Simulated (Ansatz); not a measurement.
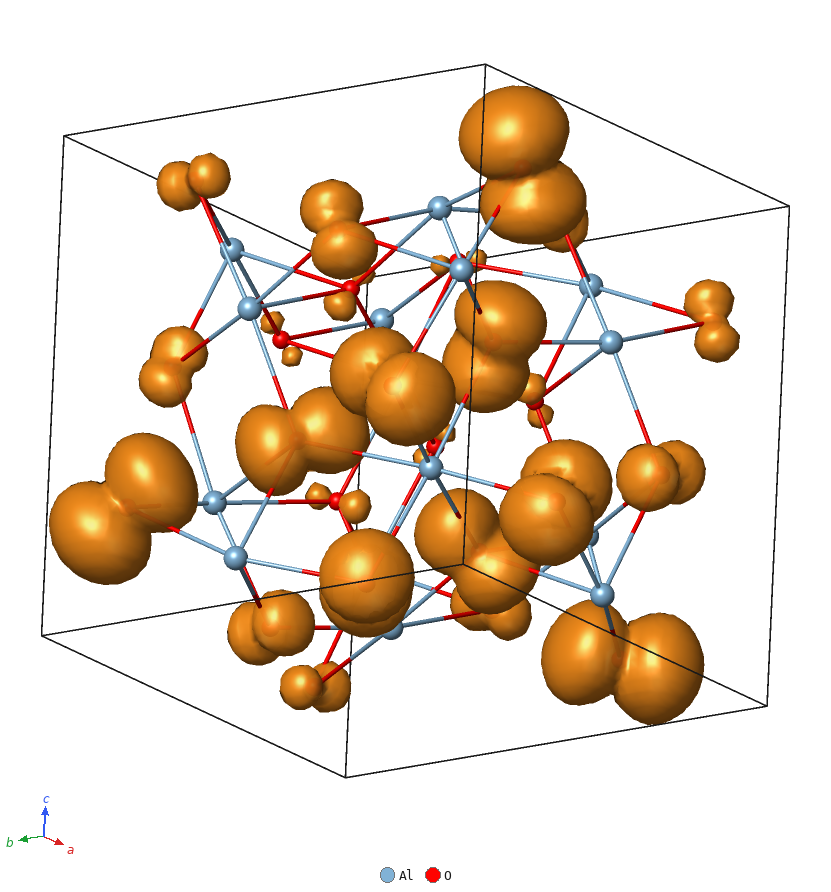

*Al₅O₈ (cell with a defect). Isosurfaces of the spin density (up minus down) at +0.03 (orange) and −0.03 e/Å³ (purple), seen at an oblique angle. Sticks mark near contacts.*

Spin-polarised.

The calculation used Ansatz 0.2.0, DFT PBEsol, scalar-relativistic, plane waves, PAW.

In a PAW calculation such maps are meaningful between the atoms, not at the nuclei.

```yaml
crystal:
  lattice:
    - [0.00000, 5.51238, 4.33829]
    - [-4.77386, -2.75619, 4.33829]
    - [4.77386, -2.75619, 4.33829]
  atoms:
    - { symbol: Al, position: [0.14959, 0.64845, 0.64619] }
    - { symbol: Al, position: [0.64845, 0.64619, 0.14959] }
    - { symbol: Al, position: [0.64619, 0.14959, 0.64845] }
    - { symbol: Al, position: [0.33585, 0.33585, 0.33585] }
    - { symbol: Al, position: [0.35526, 0.84928, 0.85110] }
    - { symbol: Al, position: [0.84928, 0.85110, 0.35526] }
    - { symbol: Al, position: [0.85110, 0.35526, 0.84928] }
    - { symbol: Al, position: [0.64620, 0.64620, 0.64620] }
    - { symbol: Al, position: [0.65060, 0.14620, 0.14386] }
    - { symbol: Al, position: [0.14620, 0.14386, 0.65060] }
    - { symbol: Al, position: [0.14386, 0.65060, 0.14620] }
    - { symbol: Al, position: [0.85164, 0.85164, 0.85164] }
    - { symbol: Al, position: [0.86045, 0.34548, 0.35032] }
    - { symbol: Al, position: [0.34548, 0.35032, 0.86045] }
    - { symbol: Al, position: [0.35032, 0.86045, 0.34548] }
    - { symbol: O, position: [0.74975, 0.40229, 0.59637] }
    - { symbol: O, position: [0.75524, 0.90253, 0.09788] }
    - { symbol: O, position: [0.24985, 0.90060, 0.59398] }
    - { symbol: O, position: [0.25754, 0.42013, 0.09459] }
    - { symbol: O, position: [0.59442, 0.40299, 0.25039] }
    - { symbol: O, position: [0.59891, 0.90240, 0.74802] }
    - { symbol: O, position: [0.09781, 0.88122, 0.26710] }
    - { symbol: O, position: [0.09636, 0.40629, 0.75494] }
    - { symbol: O, position: [0.40229, 0.59637, 0.74975] }
    - { symbol: O, position: [0.42013, 0.09459, 0.25754] }
    - { symbol: O, position: [0.90253, 0.09788, 0.75524] }
    - { symbol: O, position: [0.90060, 0.59398, 0.24985] }
    - { symbol: O, position: [0.59637, 0.74975, 0.40229] }
    - { symbol: O, position: [0.59398, 0.24985, 0.90060] }
    - { symbol: O, position: [0.09459, 0.25754, 0.42013] }
    - { symbol: O, position: [0.09788, 0.75524, 0.90253] }
    - { symbol: O, position: [0.40299, 0.25039, 0.59442] }
    - { symbol: O, position: [0.40629, 0.75494, 0.09636] }
    - { symbol: O, position: [0.90240, 0.74802, 0.59891] }
    - { symbol: O, position: [0.88122, 0.26710, 0.09781] }
    - { symbol: O, position: [0.25039, 0.59442, 0.40299] }
    - { symbol: O, position: [0.26710, 0.09781, 0.88122] }
    - { symbol: O, position: [0.75494, 0.09636, 0.40629] }
    - { symbol: O, position: [0.74802, 0.59891, 0.90240] }
```

Q: Where is the spin, and how is it ordered?

A: The spin density sits on O: +0.4 μB (×3) in one cell of 39 atoms, with smaller moments on other sites: O (up to +0.18 μB): parallel moments (a ferromagnetic arrangement) in this solution. The cell of the calculation (39 atoms) carries 3.0 μB of net spin moment. Only one sign reaches the isovalue.
